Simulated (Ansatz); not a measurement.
A series of calculations on BAs

Part 1: Relaxation

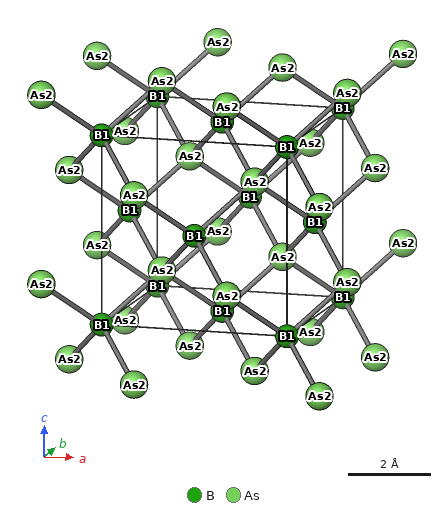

A crystal of BAs (set up in F-43m), before the relaxation. Style: ball-and-stick. Shown: the conventional cell (4 times the calculation's cell), slightly off an axis. Lengths and directions refer to the drawn axes.

Level of theory: Ansatz 0.2.0, DFT PBE, scalar-relativistic, plane waves, PAW.

Input
```yaml
crystal:
  lattice:
    - [0.0, 2.3885, 2.3885]
    - [2.3885, 0.0, 2.3885]
    - [2.3885, 2.3885, 0.0]
  atoms:
    - { symbol: B, position: [0.0, 0.0, 0.0] }
    - { symbol: As, position: [0.75, 0.75, 0.75] }
basis:
  ecutwfc: 420
kpoints:
  mp_grid: { grid: [10, 10, 10] }
hamiltonian:
  xc: pbe
scf:
  occupations: { method: gaussian, width: 0.02 }
output:
  forces: true
  stress: true
  eigenvalues: true
relax:
  adjacent_minimum: "off"
  f_tol: 0.005
  max_steps: 80
  cell: { stress_tol: 0.05 }
```

Launched with:
```bash
ansatz run input.yaml --threads 1 --pin off --max-ram 2560MiB --backend cpu --events-out ev --progress --plain --runs-dir out
```

What does the optimiser find from here?

After 2 accepted moves (3 points after the start) the energy has fallen by 2.4 meV per atom. All forces vanish by symmetry, so only the cell relaxes. The pressure goes from 2.77 to 0.04 GPa. At 1 point the geometry stayed and the basis and grid were re-selected for the new cell (energy shift of 0.2 meV per atom at most each time). The atoms keep their places relative to the cell (all moves are under 0.005 Å). The volume changes by +2.0 %, with a = b = c 4.777 → 4.809 Å (+0.7 %). Near-neighbour distances that change, for instance: B1–As2 2.069 → 2.082 Å. The space group stays F-43m (No. 216). The run took 13 s on 1 thread of Intel(R) Xeon(R) Processor @ 2.50GHz (Skylake/Cascade Lake) (shared host), peak memory 0.34 GiB.

Part 2: Relaxation

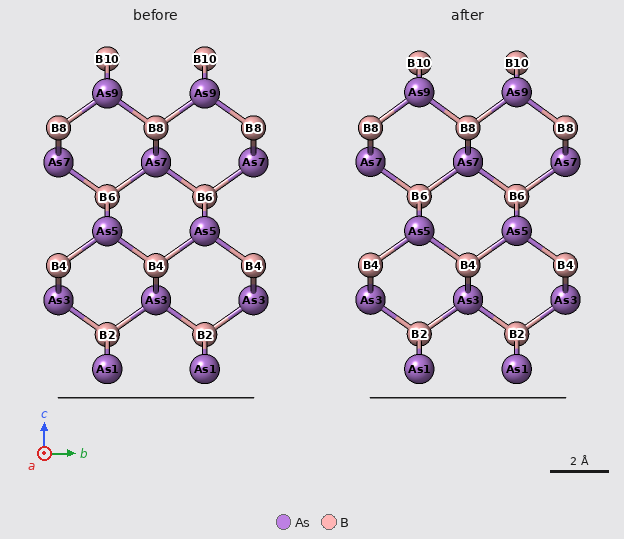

The structure of a slab of composition BAs (cut from the F-43m phase) before (left) and after (right) a relaxation, at one scale.

A ball-and-stick model of the 2 × 2 repeat of the cell, outlined in the plane, without the vacuum, seen along the a axis.

Case: (1 0 0) slab, atoms relaxed. The slab is the (1 0 0) face of BAs.

Level of theory: DFT PBE, scalar-relativistic, plane waves, PAW in Ansatz.

Input
```yaml
crystal:
  lattice:
    - [3.4003508741, 0.0, 0.0]
    - [0.0, 3.4003508741, 0.0]
    - [0.0, 0.0, 25.8198502268]
  atoms:
    - { symbol: As, position: [0.0, 0.5, 0.2904741869] }
    - { symbol: B, position: [0.5, 0.5, 0.3370354787] }
    - { symbol: As, position: [0.5, 0.0, 0.3835967705] }
    - { symbol: B, position: [0.0, 0.0, 0.4301580623] }
    - { symbol: As, position: [0.0, 0.5, 0.4767193541] }
    - { symbol: B, position: [0.5, 0.5, 0.5232806459] }
    - { symbol: As, position: [0.5, 0.0, 0.5698419377] }
    - { symbol: B, position: [0.0, 0.0, 0.6164032295] }
    - { symbol: As, position: [0.0, 0.5, 0.6629645213] }
    - { symbol: B, position: [0.5, 0.5, 0.7095258131] }
basis:
  ecutwfc: 420
kpoints:
  mp_grid: { grid: [8, 8, 1] }
hamiltonian:
  xc: pbe
scf:
  occupations: { method: gaussian, width: 0.05 }
output:
  forces: true
  eigenvalues: true
relax:
  adjacent_minimum: "off"
  f_tol: 0.02
  max_steps: 60
efield:
  axis: 3
  dipole_correction: true
  ramp_width: 0.04
```

Launched with:
```bash
ansatz run input.yaml --threads 1 --pin off --max-ram 2560MiB --backend cpu --events-out ev --progress --plain --runs-dir out
```

### What changed between the two?

Over 3 accepted moves (4 points after the start) the energy falls by 0.133 eV per cell of the calculation. Largest force component: 1.4 eV/Å at the start, 0.011 eV/Å at the end. 1 step only repeated the SCF at the same geometry. The largest move relative to the layer's centre is that of B10, 0.15 Å along the normal (−c). By element the largest moves are B 0.15 Å, As 0.04 Å. The lattice vectors keep their values. Some distances before and after: As9–B10 2.082 → 1.979 Å, B8–As9 2.082 → 2.107 Å, As1–B2 2.082 → 2.093 Å, As7–B8 2.082 → 2.071 Å. Among the angles between lasting bonds that change: B10–As9–B10 109.5° → 118.5°, As9–B10–As9 109.5° → 118.5°. The run took 5.6 min on 1 thread of Intel(R) Xeon(R) Processor @ 2.50GHz (Skylake/Cascade Lake), on a shared host, peak memory 0.66 GiB.

Part 3: A change

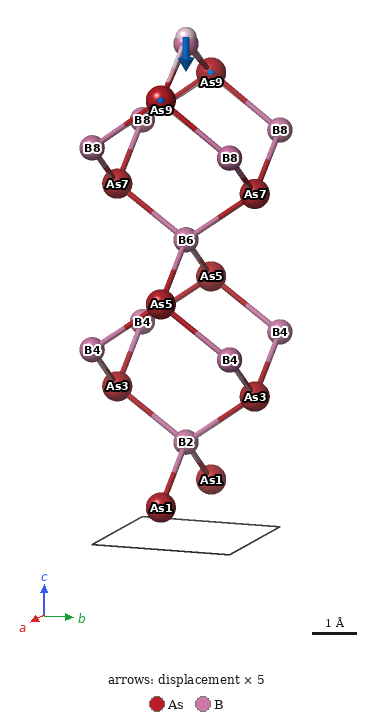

A (1 0 0) slab of BAs as cut from the relaxed bulk, drawn pale, and a changed version of it, drawn solid. The blue arrows show how the atoms are displaced, magnified 5 times. The picture is a ball-and-stick view of the cell of the calculation, outlined in the plane, without the vacuum, seen slightly off an axis.

These are results of Ansatz, DFT PBE, scalar-relativistic, plane waves, PAW, not measurements. (plane-wave cutoff 420 eV; occupations gaussian; no spin polarisation) The k-mesh is chosen for each cell (10×10×10, 8×8×1). Smearing widths differ between the runs.

### What was done to the structure, and with what result?

The atoms of the slab are relaxed at the bulk's in-plane cell. The surface energy (mean of the two faces) falls from 3.05 to 2.96 J/m². The top spacing, between the B and As planes, goes from 1.20 to 1.01 Å (−15.8 %), the bottom one (As to B) from 1.20 to 1.22 Å (+1.6 %). The work function of the top face goes from 5.75 to 5.39 eV. The cell doesn't change. A B atom moves most relative to the layer's centre: 0.16 Å along the normal (−c). Largest moves by element: B 0.16 Å, As 0.03 Å. Near-neighbour distances before and after: As–B 2.082 → 1.979 to 2.107 Å.
